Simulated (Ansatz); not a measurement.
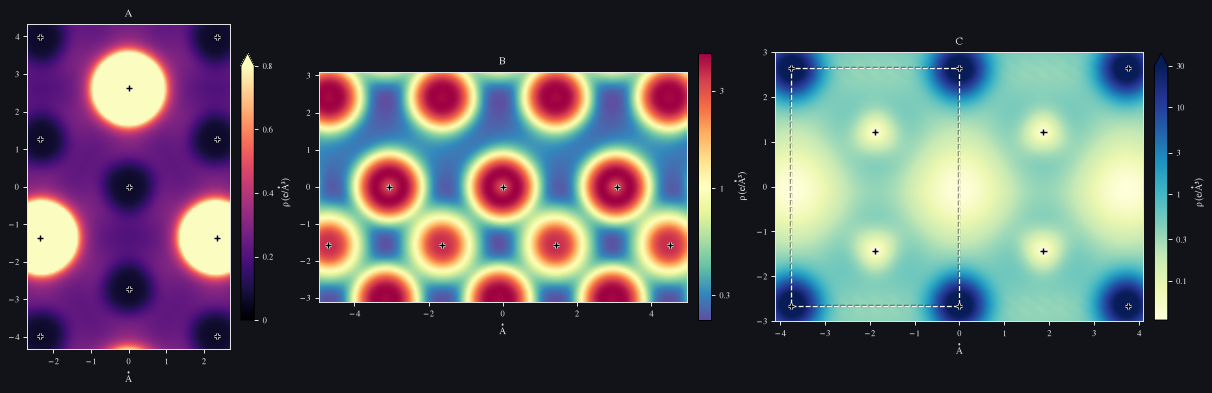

The valence electron density of 3 systems, each on a plane through atoms (crosses mark nuclei in the plane).

Level of theory: DFT PBEsol, scalar-relativistic, plane waves, PAW (Ansatz 0.2.0).

System 1: CoSi2, the (010) plane of the conventional cell. Space group I4mm; changed on purpose from its base cell (all Si atoms moved -0.100 Å, as atom 2 along Cartesian [0 1 0]); not relaxed (largest force 1.2 eV/Å); computed without spin polarisation.

```yaml
crystal:
  lattice:
    - [-2.65625, 0.00000, -2.65625]
    - [-2.65625, 0.00000, 2.65625]
    - [0.00000, 5.31251, 0.00000]
  atoms:
    - { symbol: Co, position: [0.00000, 0.00000, 0.00000] }
    - { symbol: Co, position: [0.50000, 0.50000, 0.50000] }
    - { symbol: Si, position: [0.50000, 0.00000, 0.23118] }
    - { symbol: Si, position: [0.00000, 0.50000, 0.73118] }
    - { symbol: Si, position: [0.50000, 0.00000, 0.73118] }
    - { symbol: Si, position: [0.00000, 0.50000, 0.23118] }
```

System 2: Al2Ru, the (001) plane of the conventional cell. Space group Fddd; a structure from a database of computed crystals, not necessarily the ambient phase; computed without spin polarisation.

```
CELL_PARAMETERS angstrom
4.70114 0.00000 0.00000
0.00000 7.97530 0.00000
0.00000 0.00000 8.77016
ATOMIC_POSITIONS crystal
Al 0.25000 0.07895 0.25000
Al 0.75000 0.57895 0.25000
Al 0.75000 0.07895 0.75000
Al 0.25000 0.57895 0.75000
Al 0.25000 0.42105 0.25000
Al 0.75000 0.92105 0.25000
Al 0.75000 0.42105 0.75000
Al 0.25000 0.92105 0.75000
Al 0.00000 0.17105 0.00000
Al 0.50000 0.67105 0.00000
Al 0.50000 0.17105 0.50000
Al 0.00000 0.67105 0.50000
Al 0.50000 0.32895 0.00000
Al 0.00000 0.82895 0.00000
Al 0.00000 0.32895 0.50000
Al 0.50000 0.82895 0.50000
Ru 0.75000 0.25000 0.25000
Ru 0.25000 0.75000 0.25000
Ru 0.25000 0.25000 0.75000
Ru 0.75000 0.75000 0.75000
Ru 0.50000 0.00000 0.00000
Ru 0.00000 0.50000 0.00000
Ru 0.00000 0.00000 0.50000
Ru 0.50000 0.50000 0.50000
```

System 3: Ta2N, the (101̄) plane of the conventional cell. Space group P1; a structure from a database of computed crystals, not necessarily the ambient phase; changed on purpose from its base cell (atom 1 (Ta) moved by (-0.100, -0.100) A along [1 1 0] and z); not relaxed (largest force 1.8 eV/Å); computed without spin polarisation.

```xyz
3
Lattice="3.0786 0.0000 0.0000 -1.5393 -2.6662 0.0000 0.0000 0.0000 -4.8233" Properties=species:S:1:pos:R:3 pbc="T T T"
Ta   -0.0707   -1.8482   -1.3239
Ta    1.5393   -0.8887   -3.5994
N     0.0000    0.0000    0.0000
```

> Which map belongs to which system?

Panel A is system 2, Al2Ru: the plane holds Al and Ru. Al–Ru (2.62 Å): ρ is about 0.35 e/Å³ halfway. Panel B is system 3, Ta2N: the plane holds Ta and N. Ta–N (2.14 Å): the density is about 0.65 e/Å³ at the midpoint. Panel C is system 1, CoSi2: the plane holds Co and Si. Co–Si (2.24 Å): ρ is about 0.56 e/Å³ halfway.
